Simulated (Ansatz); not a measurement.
System: ZrO₂, space group Fm-3m (No. 225).

Input file:
```
crystal:
  lattice:
    - [0.0, 2.4960011817, 2.4960011817]
    - [2.4960011817, 0.0, 2.4960011817]
    - [2.4960011817, 2.4960011817, 0.0]
  atoms:
    - { symbol: Zr, position: [0.0, 0.0, 0.0] }
    - { symbol: O, position: [0.25, 0.25, 0.25] }
    - { symbol: O, position: [0.75, 0.75, 0.75] }
basis:
  ecutwfc: 420
kpoints:
  mp_grid: { grid: [8, 8, 8] }
hamiltonian:
  xc: pbesol
scf:
  occupations: { method: fixed }
output:
  eigenvalues: true
phonons:
  method: dfpt
  dielectric: true
  rigid_motions: translations
  eigenvectors: true
```

Launched with:
```bash
ansatz run input.yaml --threads 1 --pin off --max-ram 3072MiB --backend cpu --events-out ev --progress --plain --runs-dir out
```

Calculation (Ansatz 0.2.0): optical phonons of an insulator on the approach to the zone centre along x, y and z with the field of polar modes, imaginary frequencies are negative, field response on a mesh refined by the program; plane waves with PAW datasets. Level: PBEsol, no spin polarisation.

wave cutoff 420 eV; k mesh 8×8×8; occupations fixed; pressure 12 GPa.

Predict the polar optical modes, transverse and longitudinal, approaching the zone centre along x.

The transverse (TO, twofold) lines lie at 293.4 and the longitudinal (LO) ones at 683.6 cm⁻¹, the same along x, y and z by the cubic symmetry.

```
at  frequency (cm⁻¹)  degeneracy  dipole strength ((D/Å)²/amu)
 x             293.4           2                          64.5
 x             603.4           3                             0
 x             683.6           1                          32.3
```

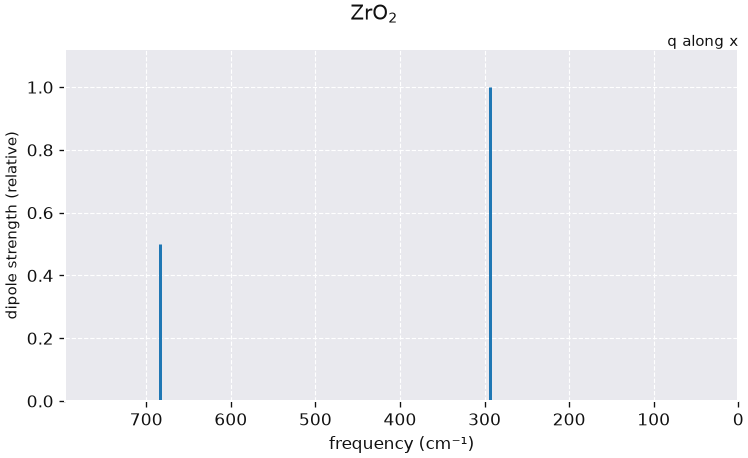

The spectrum is scaled to its strongest line.
